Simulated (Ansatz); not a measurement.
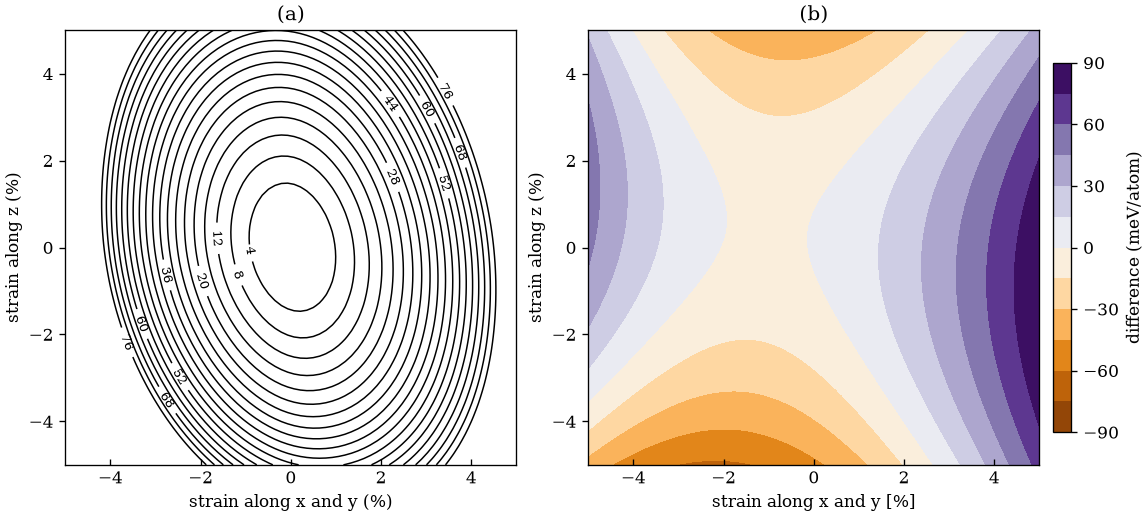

C (Fd-3m, No. 227; 2 atoms in the cell). The cell is strained homogeneously, by one strain along x and y and another along z, with fractional coordinates fixed (x, y and z along the cube axes). Coordinates scanned: (1) strain along x and y; (2) strain along z. Grid: 5 × 5 points. Points are written as (first, second). Energies: meV/atom, counted from each map's own lowest point. Computed with DFT PBE, scalar-relativistic, plane waves, PAW (Ansatz 0.2.0). Settings: cutoff 420 eV, k-mesh 12×12×12, gaussian smearing 0.05 eV, no spin polarisation.

Panel (a): Ansatz, DFT PBE, scalar-relativistic, plane waves, PAW. Panel (b): the map at Ansatz 0.2.0, DFT LDA, scalar-relativistic, plane waves, PAW less the map of (a), each from its own lowest point. The reference cell is the one listed in the database, not relaxed at this level.

Question: How does the change of method alter the landscape?

Answer: The difference runs from −62 meV/atom at (−2.5 %, −5.0 %) to 88 meV/atom at (5.0 %, 0.0 %).
